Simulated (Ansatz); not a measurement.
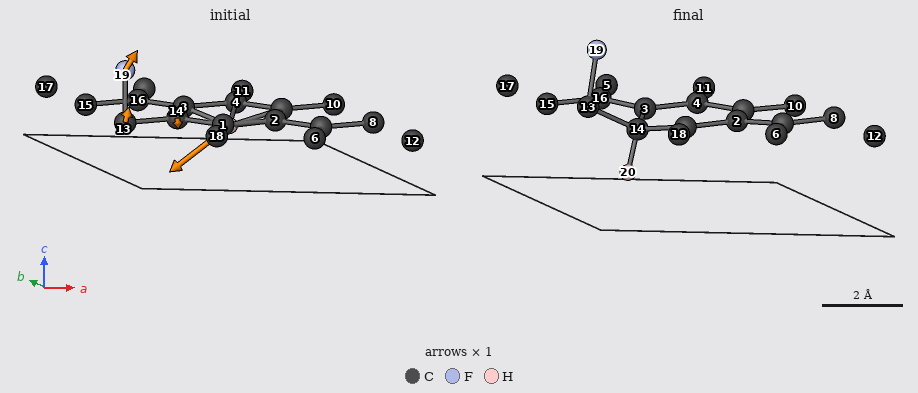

The structure of a slab of composition HC18F before (left) and after (right) a relaxation, at one scale. The orange arrows give the displacements, at their true length.

A ball-and-stick model of the cell of the calculation, outlined in the plane, without the vacuum (origin shifted), seen slightly off an axis.

It is HF on graphene monolayer, set down by a guess. The run prepares an end point of a later path (dissociation) calculation, from a guessed geometry.

Computed with Ansatz, DFT PBE-D3(BJ), scalar-relativistic, plane waves, PAW.

Input
```yaml
crystal:
  lattice:
    - [7.398, 0.0, 0.0]
    - [-3.699, 6.406856, 0.0]
    - [0.0, 0.0, 13.0]
  atoms:
    - { symbol: C, position: [0.0, 0.0, 0.07692308] }
    - { symbol: C, position: [0.22222222, 0.11111111, 0.07692308] }
    - { symbol: C, position: [0.0, 0.33333333, 0.07692308] }
    - { symbol: C, position: [0.22222222, 0.44444444, 0.07692308] }
    - { symbol: C, position: [0.0, 0.66666666, 0.07692308] }
    - { symbol: C, position: [0.22222222, 0.77777777, 0.07692308] }
    - { symbol: C, position: [0.33333333, 0.0, 0.07692308] }
    - { symbol: C, position: [0.55555556, 0.11111111, 0.07692308] }
    - { symbol: C, position: [0.33333333, 0.33333333, 0.07692308] }
    - { symbol: C, position: [0.55555555, 0.44444444, 0.07692308] }
    - { symbol: C, position: [0.33333333, 0.66666666, 0.07692308] }
    - { symbol: C, position: [0.55555555, 0.77777777, 0.07692308] }
    - { symbol: C, position: [0.66666667, 0.0, 0.07692308] }
    - { symbol: C, position: [0.88888889, 0.11111111, 0.07692308] }
    - { symbol: C, position: [0.66666667, 0.33333333, 0.07692308] }
    - { symbol: C, position: [0.88888889, 0.44444444, 0.07692308] }
    - { symbol: C, position: [0.66666666, 0.66666666, 0.07692308] }
    - { symbol: C, position: [0.88888889, 0.77777777, 0.07692308] }
    - { symbol: F, position: [0.66666667, 0.0, 0.18] }
    - { symbol: H, position: [1.11111111, 0.22222222, 0.05307692] }
basis:
  ecutwfc: 420.0
kpoints:
  mp_grid: { grid: [2, 2, 1] }
hamiltonian:
  xc: pbe
  dispersion: d3bj
scf:
  occupations: { method: gaussian, width: 0.02 }
  lower_state_search: "off"
relax:
  f_tol: 0.03
  max_steps: 60
  adjacent_minimum: "off"
output:
  write_density: true
  write_potential: true
  elf: true
  volumetric_format: npy
```

Command:
```bash
ansatz run input.yaml --threads 1 --pin off --max-ram 3072MiB --backend cpu --events-out ev --progress --plain --runs-dir out
```

Describe what moved and what it gained.

After 15 geometry steps the energy has fallen by 7.354 eV per cell of the calculation. Largest force component: 11 eV/Å at the start, 0.011 eV/Å at the end. The largest move relative to the layer's centre is that of H20, 1.97 Å at 57° to the normal (−c side). Largest moves by element: H 1.97 Å, F 0.60 Å, C 0.41 Å. The cell doesn't change. Some distances before and after: C9–H20 1.457 → 3.419 Å, C2–H20 1.457 → 3.053 Å, C1–H20 1.457 → 2.092 Å, C14–H20 1.457 → 1.116 Å. Bond angles that change, for instance: C14–C13–F19 90.0° → 107.6°, C8–C13–F19 90.0° → 105.7°, C8–C13–C14 120.0° → 111.1°. The run took 2.1 min on 1 thread of Arm Neoverse V1 (shared host), peak memory 0.67 GiB.

Limits of the set-up: the periodic images lie only 7.4 Å apart, so the values are limited by the cell's size.
